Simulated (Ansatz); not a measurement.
**BaTiO3: single-point calculation (part 1 of 2)**

The run: single-point calculation of BaTiO3 (5 atoms in the cell). Method and program: DFT r2SCAN+U, scalar-relativistic, plane waves, PAW, Ueff = 4 eV on Ti d, spin-polarised (Ansatz 0.2.0).

The structure derives from an entry of the Crystallography Open Database. It belongs to a series of runs on one base structure; here: large parallel starting moments. Figures and captions count atoms from 1; the log counts them from 0 in places.

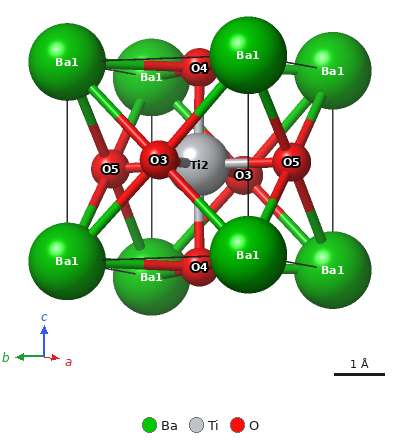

*The input geometry (ball-and-stick view of the cell of the calculation, seen at an oblique angle; atoms are numbered from 1 in the order of the input). An atom can appear more than once, as a periodic image.*

### Results in brief

```csv
quantity,value
outcome,converged
space group (tolerance 0.01 Å),Amm2 (38)
electrons treated,40
free energy,−10180.4313 eV
Fermi energy,11.473 eV
gap on the k-point mesh,2.70 eV
net moment of the cell,0.00 μB
integrated absolute moment,0.00 μB
pressure,0.04 GPa
largest force (length of the vector),0.137 eV/Å
hardware,"1 thread of Arm Neoverse V1, 24 GiB of memory available, shared host"
wall time,3.2 min
peak memory,0.79 GiB
```

### Remarks

The electronic state found may not be the lowest one. Warnings of the run: some starting moments were not kept; the state was not tested for a lower one.

### Input
```yaml
crystal:
  lattice:
    - [3.9841, 0.0, 0.0]
    - [0.0, 2.83705, 2.8458]
    - [0.0, -2.83705, 2.8458]
  atoms:
    - { symbol: Ba, position: [0.0, 0.0, 0.0] }
    - { symbol: Ti, position: [0.5, 0.5079, 0.5079], spin: 2.5 }
    - { symbol: O, position: [0.0, 0.4921, 0.4921] }
    - { symbol: O, position: [0.5, 0.50251, 0.99371] }
    - { symbol: O, position: [0.5, 0.99371, 0.50251] }
basis:
  ecutwfc: 500
kpoints:
  mp_grid: { grid: [6, 6, 6] }
hamiltonian:
  xc: r2scan
  hubbard: { sites: [{ species: Ti, l: d, u_eff: 4.0 }] }
scf:
  occupations: { method: gaussian, width: 0.02 }
output:
  forces: true
  stress: true
  eigenvalues: true
  populations: true
magnetization:
  spin_polarized: true
```

Launch command:
```bash
ansatz run input.yaml --threads 1 --pin off --max-ram 2560MiB --backend cpu --events-out ev --progress --plain --runs-dir out
```

### What the program printed
```
Warning: where an SCF of this run starts from atoms to list the orders of its open shells, Ti (site 1, from 0) starts with 2.00 μB on its 3d shell, in the place of the 2.50 μB that the deck gives it: its open shells can hold no more by Hund's first rule. To start from spheres of the given moment, type scf.initial_density.shell_occupations: []
Ba: projections on atomic orbitals take those of the free atom [Kr 4d10] 5s2 5p6 6s2, of charge +0.00 (hamiltonian.pseudopotentials.projection_atoms); the dataset's partial waves leave at most 9.7e-6 of an orbital's norm unspanned inside its sphere
Ti: projections on atomic orbitals take those of the free atom [Ne] 3s2 3p6 3d2 4s2, of charge +0.00 (hamiltonian.pseudopotentials.projection_atoms); the dataset's partial waves leave at most 4.1e-7 of an orbital's norm unspanned inside its sphere
O: projections on atomic orbitals take those of the free atom [He] 2s2 2p4, of charge +0.00 (hamiltonian.pseudopotentials.projection_atoms); the dataset's partial waves leave at most 1.9e-8 of an orbital's norm unspanned inside its sphere
Engine: ansatz 0.2.0, aarch64-unknown-linux-gnu
Pseudopotentials: kind: paw
Pseudopotential: Ba, paw, valence charge 10, recommended cutoff 500 eV (meta_gga), Ba.paw.azcp
Pseudopotential: Ti, paw, valence charge 12, recommended cutoff 500 eV (meta_gga), Ti.paw.azcp
Pseudopotential: O, paw, valence charge 6, recommended cutoff 500 eV (meta_gga), O.paw.azcp
Functional definition: r2SCAN
  parameter k0 = 0.174
  parameter k1 = 0.065
  parameter a1 = 4.9479
  exchange = r2scan_x(k0 = k0, k1 = k1, a1 = a1)
  correlation = r2scan_c
Crystal: 5 atoms, lattice volume = 64.333 Å³
Basis set: ecut = 500 eV, 1639 PW (Γ), exchange–correlation on 120×120×120 points (64 copies of the dense FFT grid, shifted against one another)
Bands: 27, of which v1, the nominal top of the filled ones, is band 20 counted from 1 (19 counted from 0)
Symmetry: 4 space group operations
Space group: Amm2 (ITA 38), of the structure as read, at distance tolerance 4.0e-5 Å
Magnetic group: BNS 38.187 (UNI 285), of the structure as read, at distance tolerance 4.0e-5 Å
k-points: 52 of 216 (time reversal used)
Non-local potential: Ba, projectors of the file, l = 0: 3, l = 1: 2, l = 2: 2, l = 3: 2
Non-local potential: Ti, projectors of the file, l = 0: 3, l = 1: 2, l = 2: 3, l = 3: 1
Non-local potential: O, projectors of the file, l = 0: 2, l = 1: 2, l = 2: 1
PAW form: soft (Blöchl's): semilocal exchange-correlation on the pseudo side does not see the compensation charge
PAW frozen core: Ba, regenerated for the run's functional (the file was generated under x = pbe(κ = 0.804, μ = 0.2195149727645171), c = pbe(β = 0.06672455060314922))
PAW frozen core: Ti, regenerated for the run's functional (the file was generated under x = pbe(κ = 0.804, μ = 0.2195149727645171), c = pbe(β = 0.06672455060314922))
PAW frozen core: O, regenerated for the run's functional (the file was generated under x = pbe(κ = 0.804, μ = 0.2195149727645171), c = pbe(β = 0.06672455060314922))
PAW one-centre angular grid: Ba, 302 points (default); XC on 160 Gauss nodes
PAW one-centre angular grid: Ti, 590 points (default); XC on 160 Gauss nodes
PAW one-centre angular grid: O, 302 points (default); XC on 160 Gauss nodes
Initial density: superposition of atomic densities (chi_scale 0.1, normalization cell, long waves kept (reshape's long-wave potential 0.00 eV rms))
Starting moments: Σ|m| = 2.5 μB on 1 of 5 sites
Initial wavefunctions: pseudopotential atomic-orbital guess
Functional: x = r2scan, c = r2scan; τ floored in thin density (d = 2e-4 eV/Å³)
```
